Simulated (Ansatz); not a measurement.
## Band-structure calculation of MoSi₂

The run: band-structure calculation of MoSi₂ (9 atoms in the cell). Method and program: DFT LDA, scalar-relativistic, plane waves, PAW, no spin polarisation (Ansatz 0.2.0).

The structure derives from a Materials Project entry. Figures and captions count atoms from 1; the log counts them from 0 in places.

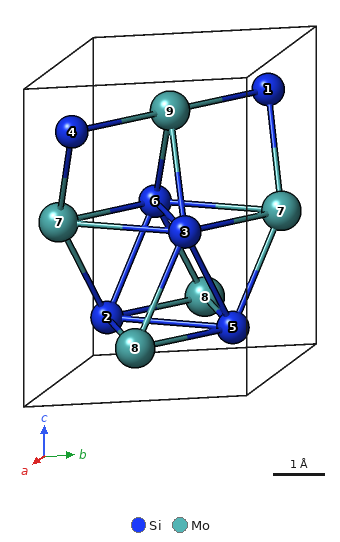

The structure (ball-and-stick view of the cell of the calculation, seen slightly off an axis; atoms are numbered from 1 in the order of the input). An atom can appear more than once, as a periodic image. Near neighbours in the periodic cell (some may lie outside the picture): Si has 5 Mo at 2.55 to 2.65 Å and 5 Si at 2.53 to 2.65 Å; Mo has 10 Si at 2.55 to 2.65 Å.

### Results in brief

- outcome: converged
- space group (tolerance 0.01 Å): P6₂22 (180)
- electrons treated: 66
- free energy: −18185.5240 eV
- Fermi energy: 16.866 eV
- gap on the k-point mesh: 0.15 eV
- gap on the band path: 0.02 eV
- pressure: −0.01 GPa
- largest force (length of the vector): under 0.001 eV/Å
- hardware: 2 threads of Arm Neoverse V2, 112 GiB of memory available, shared host
- wall time: 1.9 min (CPU time 3.9 min)
- peak memory: 0.72 GiB

### The input
```yaml
crystal:
  lattice:
    - [4.5505415691, 0.0, 0.0]
    - [-2.2752707846, 3.9408845998, 0.0]
    - [0.0, 0.0, 6.5313770043]
  atoms:
    - { symbol: Si, position: [0.1642264869, 0.8357735131, 0.8333333333] }
    - { symbol: Si, position: [0.3284529739, 0.1642264869, 0.1666666667] }
    - { symbol: Si, position: [0.8357735131, 0.6715470261, 0.5] }
    - { symbol: Si, position: [0.8357735131, 0.1642264869, 0.8333333333] }
    - { symbol: Si, position: [0.6715470261, 0.8357735131, 0.1666666667] }
    - { symbol: Si, position: [0.1642264869, 0.3284529739, 0.5] }
    - { symbol: Mo, position: [0.5, 0.0, 0.5] }
    - { symbol: Mo, position: [0.0, 0.5, 0.1666666667] }
    - { symbol: Mo, position: [0.5, 0.5, 0.8333333333] }
basis:
  ecutwfc: 420
kpoints:
  mp_grid: { grid: [9, 9, 6] }
  band_path:
    path:
      - [[0.0, 0.0, 0.0], [0.5, 0.0, 0.0], [0.33333333, 0.33333333, 0.0], [0.0, 0.0, 0.0], [0.0, 0.0, 0.5], [0.5, 0.0, 0.5], [0.33333333, 0.33333333, 0.5], [0.0, 0.0, 0.5]]
      - [[0.5, 0.0, 0.5], [0.5, 0.0, 0.0]]
      - [[0.33333333, 0.33333333, 0.5], [0.33333333, 0.33333333, 0.0]]
    npoints: 14
hamiltonian:
  xc: lda
scf:
  occupations: { method: gaussian, width: 0.01 }
  n_extra_bands: 22
output:
  forces: true
  stress: true
  eigenvalues: true
  populations: true
  dos: { projected: true, de: 0.02, nscf_kmesh: { grid: [14, 14, 9] } }
  bader: true
```

Launch command:
```bash
ansatz run input.yaml --threads 2 --pin off --max-ram 5120MiB --backend cpu --events-out ev --progress --plain --runs-dir out
```

### Log
```
scf.n_extra_bands = 22 over 33 filled bands (N_el = 66.0): the run solves 55 bands
Engine: ansatz 0.2.0, aarch64-unknown-linux-gnu
Pseudopotentials: kind: paw
Pseudopotential: Si, paw, valence charge 4, recommended cutoff 420 eV (normal), Si.paw.azcp
Pseudopotential: Mo, paw, valence charge 14, recommended cutoff 420 eV (normal), Mo.paw.azcp
Functional definition: SPW92
  exchange = slater_x
  correlation = pw_c
Crystal: 9 atoms, lattice volume = 117.128 Å³
Basis set: ecut = 420 eV, 2307 PW (Γ)
Bands: 55, of which v1, the nominal top of the filled ones, is band 33 counted from 1 (32 counted from 0)
Symmetry: 12 space group operations
Space group: P6222 (ITA 180), of the structure as read, at distance tolerance 4.9e-5 Å
k-points: 48 of 486 (time reversal used)
Non-local potential: Si, projectors of the file, l = 0: 2, l = 1: 2, l = 2: 2
Non-local potential: Mo, projectors of the file, l = 0: 3, l = 1: 2, l = 2: 2, l = 3: 1
PAW form: soft (Blöchl's): semilocal exchange-correlation on the pseudo side does not see the compensation charge
PAW frozen core: Si, regenerated for the run's functional, and the local potential with it (the file was generated under x = pbe(κ = 0.804, μ = 0.2195149727645171), c = pbe(β = 0.06672455060314922))
PAW frozen core: Mo, regenerated for the run's functional, and the local potential with it (the file was generated under x = pbe(κ = 0.804, μ = 0.2195149727645171), c = pbe(β = 0.06672455060314922))
PAW one-centre angular grid: Si, 110 points (default); XC on 64 Gauss nodes
PAW one-centre angular grid: Mo, 590 points (default); XC on 64 Gauss nodes
Initial density: superposition of atomic densities (neutral atoms: chi_scale 0, normalization atom), corrected by the library's trained network
Initial wavefunctions: pseudopotential atomic-orbital guess
Functional: x = slater, c = lda
SCF iter   1: F=—  HF=-18185.534346 eV  |F-HF|=—  |Δ(HF+E_count)|=         —  Δρ=8.18e-3  dr2=5.75e-2  ethr=1.77e-3  ⟨swp⟩=6.0  Hψ=11804  notcnv=0  defer=146
preconditioner: auto → Resta (q_TF=auto, 2.480 Å⁻¹)  ε∞=6.1  [insulator: Δε(μ)=0.173 eV  Ē_g=9.801 eV  σ=0.010 eV  W_gap=1.00  n_scr=22 (ndim 8)  ℏωp=22.2 eV  f_vac=0.000  D(μ)=0.00/eV (n_scr^D=0)  ε∞_Penn≈6.1]
SCF iter   2: F=—  HF=-18185.526971 eV  |F-HF|=—  |Δ(HF+E_count)|=   7.38e-3  Δρ=4.39e-3  dr2=1.51e-2  ethr=8.71e-5  ⟨swp⟩=1.9  Hψ=3210  notcnv=0  defer=574
SCF iter   3: F=—  HF=-18185.524043 eV  |F-HF|=—  |Δ(HF+E_count)|=   2.93e-3  Δρ=4.45e-4  dr2=2.45e-4  ethr=2.29e-5  ⟨swp⟩=2.2  Hψ=2826  notcnv=0  defer=735
SCF iter   4: F=—  HF=-18185.523985 eV  |F-HF|=—  |Δ(HF+E_count)|=   5.76e-5  Δρ=8.22e-5  dr2=5.02e-6  ethr=3.72e-7  ⟨swp⟩=2.2  Hψ=2770  notcnv=0  defer=736
SCF iter   5: F=—  HF=-18185.523984 eV  |F-HF|=—  |Δ(HF+E_count)|=   8.36e-7  Δρ=9.35e-6  dr2=8.49e-8  ethr=7.61e-9  ⟨swp⟩=2.2  Hψ=2980  notcnv=0  defer=736
SCF iter   6: F=-18185.523984 eV  HF=-18185.523984 eV  |F-HF|=1.03e-9  |Δ(HF+E_count)|=   1.29e-8  Δρ=1.39e-6  dr2=1.98e-9  ethr=1.29e-10  ⟨swp⟩=8.1  Hψ=12118  notcnv=0
SCF 1 converged in 6 iterations: F = -18185.523984 eV  dr2 = 1.98e-9
  greatest PAW one-centre occupation: 0.999 electrons in one spin orbital (limit 2), on the Mo atom at site 8 (counted from 0), in its partial waves of l = 0
```

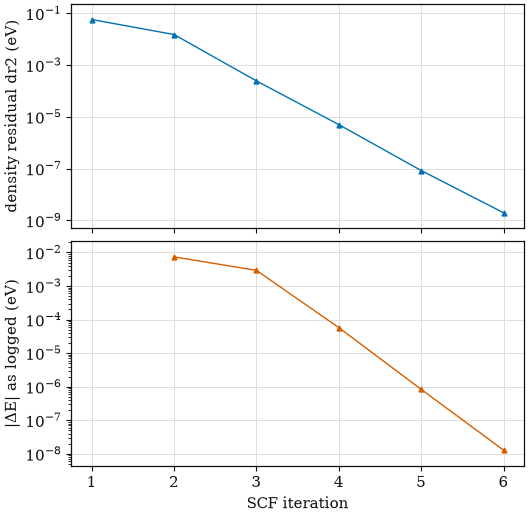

Convergence of the self-consistent field: density residual dr2 and size of the energy change against the SCF iteration. The residual falls at every step.

```
NSCF: frozen V_eff on 129 k-points
NSCF: frozen V_eff on 120 k-points
SCF converged after 6 iterations
Free energy (F): -18185.523984 eV
Harris-Foulkes:  -18185.523984 eV  (|F-HF|=1.03e-9)
Internal energy: -18185.523984 eV  (E = F + TS)
E sigma→0 (E₀):  -18185.523984 eV
Fermi energy:    16.866414 eV
--- Per-component energies (eV) ---
  E_band       = -115.864123
  E_kinetic    = 1605.586143
  E_local      = -3403.033793  (includes V_loc(G=0)·N_el)
  E_nonlocal   = 601.764416
  E_hartree    = 1266.563650
  E_xc         = -893.924383
  E_vxc        = -992.219960  (∫ρ·V_xc dr)
  E_paw        = -12186.103683  (= ΣΔE_a)
  E_vpaw       = -461.086228  (= ΣTr[D̂ρ^β])
  E_aug_tail   = 0.000064  (compensation charges beyond the density's cutoff)
  E_ewald      = -5178.300830
  E_core_change = 1.924433  (= ΣΔE_core)
  E_smearing   = -0.000000  (= −TS)
  E_closure    = -0.000000  (closes the sum)
  Σ components = -18185.523984   (vs F -18185.523984, Δ=0.00e0)
--- Forces (eV/Å), atoms counted from 1 ---
  atom   1  Si     0.00019078    -0.00011015    -0.00000000
  atom   2  Si     0.00019078     0.00011015     0.00000000
  atom   3  Si     0.00000000    -0.00022029     0.00000000
  atom   4  Si    -0.00019078     0.00011015     0.00000000
  atom   5  Si    -0.00019078    -0.00011015    -0.00000000
  atom   6  Si    -0.00000000     0.00022029    -0.00000000
  atom   7  Mo     0.00000000     0.00000000    -0.00000000
  atom   8  Mo    -0.00000000    -0.00000000    -0.00000000
  atom   9  Mo    -0.00000000     0.00000000     0.00000000
  max |Σ_I F_I| component: 4.14e-17 eV/Å
--- Stress (GPa, compression-positive) ---
       -0.011959      -0.000000      -0.000000
       -0.000000      -0.011959      -0.000000
       -0.000000      -0.000000      -0.001120
  P = ⅓ Tr σ = -0.0083 GPa (-0.083 kbar)
--- Band table (eV; the first three rows and the last of 48) ---
  k-point 0: bands = ["-44.1423", "-44.1081", "-44.1081", "-18.4628", "-18.4603", "-18.4603", "-18.4484", "-18.4484", "-18.3527", "-18.2895", "-18.2895", "-18.2707", "2.6423", "5.7626", "5.7626", "9.4097", "10.1366", "10.1366", "10.7201", "10.7201", "11.5195", "11.8087", "11.8087", "12.1483", "13.0872", "13.0872", "13.5170", "13.5170", "13.7855", "13.7855", "14.0877", "14.7354", "15.9873", "18.8713", "19.2579", "19.2579", "19.3922", "19.4029", "19.6675", "19.6675", "19.9138", "19.9138", "20.3503", "20.3503", "20.5926", "20.6737", "21.0307", "21.0307", "21.4894", "21.4894", "22.4190", "24.2400", "24.3858", "24.3858", "25.9076"]
  k-point 1: bands = ["-44.1409", "-44.1155", "-44.1021", "-18.4907", "-18.4586", "-18.4568", "-18.4393", "-18.4217", "-18.3539", "-18.3160", "-18.2790", "-18.2665", "2.7469", "4.9528", "6.5630", "9.4935", "10.0011", "10.4000", "10.4445", "11.0560", "11.0637", "11.5390", "11.6885", "11.8997", "13.3227", "13.3638", "13.3774", "13.7737", "13.8158", "13.8740", "14.2329", "14.7938", "16.2126", "18.9612", "19.0424", "19.3011", "19.3395", "19.4270", "19.4333", "19.4505", "19.7858", "19.9133", "20.1938", "20.3014", "20.4856", "20.5317", "20.8420", "21.3064", "21.3413", "22.6738", "22.7475", "23.8625", "23.9774", "24.2202", "25.1898"]
  k-point 2: bands = ["-44.1369", "-44.1234", "-44.0982", "-18.5101", "-18.4626", "-18.4478", "-18.4337", "-18.3790", "-18.3560", "-18.3399", "-18.3024", "-18.2512", "3.0547", "4.1954", "7.2810", "9.7293", "9.8390", "10.0613", "10.2674", "11.1468", "11.3184", "11.3748", "11.3872", "11.5774", "13.1458", "13.2084", "13.3796", "13.4843", "14.1633", "14.6240", "14.7542", "15.0132", "16.4785", "18.9425", "18.9587", "19.0123", "19.3648", "19.4394", "19.5062", "19.5585", "19.5872", "19.7213", "19.8553", "20.0539", "20.2210", "20.4547", "21.0021", "21.2466", "21.3520", "22.6779", "23.4123", "23.4506", "23.9621", "24.2978", "25.1047"]
  k-point 47: bands = ["-44.1302", "-44.1137", "-44.1137", "-18.5111", "-18.5009", "-18.5009", "-18.4059", "-18.4059", "-18.3816", "-18.2874", "-18.2874", "-18.2450", "5.6996", "5.6996", "5.9734", "7.0774", "7.0774", "8.4364", "10.7056", "10.9165", "10.9165", "11.7680", "12.9091", "12.9091", "13.4740", "13.4740", "13.5535", "13.6252", "14.9107", "14.9107", "15.2905", "15.2905", "16.2184", "17.4439", "18.0435", "18.0435", "18.6936", "18.6936", "18.8785", "19.1199", "19.1199", "20.1513", "20.3947", "21.0027", "21.0027", "22.0169", "22.0169", "22.0368", "22.7806", "22.8419", "23.3646", "23.3646", "24.1693", "24.1693", "26.4513"]
--- Löwdin populations: 9 sites ---
  site symbol       q [e]
     0     Si      3.8270
     1     Si      3.8270
     2     Si      3.8270
     3     Si      3.8270
     4     Si      3.8270
     5     Si      3.8270
     6     Mo     14.1270
     7     Mo     14.1270
     8     Mo     14.1270
  spilling = 0.009955 (of n_electrons = 66.000000)
--- Bader charges: 9 sites ---
  site symbol  charge [e]  shift [e]
     0     Si     -0.0155     0.0017
     1     Si     -0.0154     0.0017
     2     Si     -0.0154     0.0017
     3     Si     -0.0153     0.0017
     4     Si     -0.0154     0.0017
     5     Si     -0.0154     0.0017
     6     Mo      0.0308     0.0033
     7     Mo      0.0308     0.0033
     8     Mo      0.0308     0.0033
  estimated error of the sums over rays = 1.0e-3 e
```

### File bader_charges.tsv
```
# site	symbol	x_ang	y_ang	z_ang	partial_charge_e	electrons	volume_ang3	relative_density_drop	shared_charge_e	partial_wave_shift_e
# quadrature_error_electrons = 1.0e-3
0	Si	-1.1543	3.2937	5.4428	-0.01545	14.01545	12.30	-	-0.01545	0.00166
1	Si	1.1210	0.6472	1.0886	-0.01543	14.01543	12.30	-	-0.01543	0.00166
2	Si	2.2753	2.6465	3.2657	-0.01536	14.01536	12.30	-	-0.01536	0.00166
3	Si	3.4296	0.6472	5.4428	-0.01530	14.01530	12.30	-	-0.01530	0.00166
4	Si	1.1543	3.2937	1.0886	-0.01537	14.01537	12.30	-	-0.01537	0.00166
5	Si	0.0000	1.2944	3.2657	-0.01544	14.01544	12.30	-	-0.01544	0.00166
6	Mo	2.2753	0.0000	3.2657	0.03078	41.96922	14.45	-	0.03078	0.00332
7	Mo	-1.1376	1.9704	1.0886	0.03080	41.96920	14.45	-	0.03080	0.00332
8	Mo	1.1376	1.9704	5.4428	0.03077	41.96923	14.45	-	0.03077	0.00332
```

### File populations.tsv
```
# site	symbol	l	j	q
# orbitals = lowdin
# n_electrons = 66.000000
# spilling = 0.009955
0	Si	0_3S	-	1.157717
0	Si	1_3P	-	2.669266
1	Si	0_3S	-	1.157717
1	Si	1_3P	-	2.669266
2	Si	0_3S	-	1.157717
2	Si	1_3P	-	2.669266
3	Si	0_3S	-	1.157717
3	Si	1_3P	-	2.669266
4	Si	0_3S	-	1.157717
4	Si	1_3P	-	2.669266
5	Si	0_3S	-	1.157717
5	Si	1_3P	-	2.669266
6	Mo	0_4S	-	1.933580
6	Mo	0_5S	-	0.430327
6	Mo	1_4P	-	5.982229
6	Mo	2_4D	-	5.780880
7	Mo	0_4S	-	1.933580
7	Mo	0_5S	-	0.430327
7	Mo	1_4P	-	5.982229
7	Mo	2_4D	-	5.780880
8	Mo	0_4S	-	1.933580
8	Mo	0_5S	-	0.430327
8	Mo	1_4P	-	5.982229
8	Mo	2_4D	-	5.780880
```

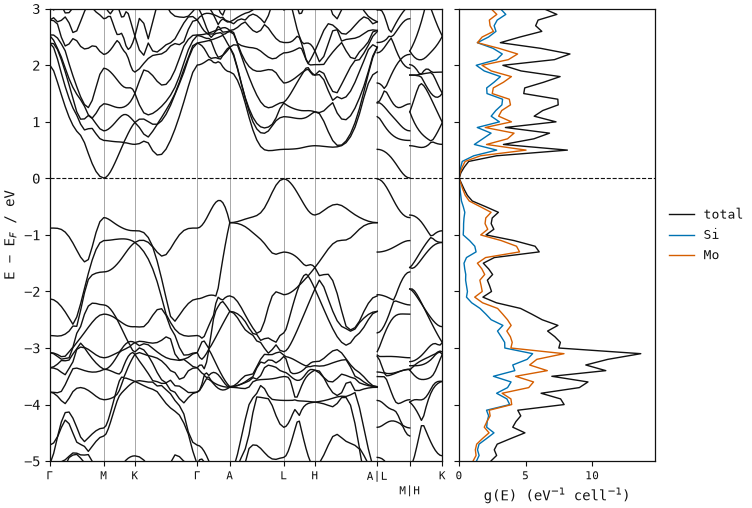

Band structure along Γ–M–K–Γ–A–L–H–A|L–M|H–K and density of states (projected on Löwdin-orthogonalised atomic shells), with energies from the Fermi level.
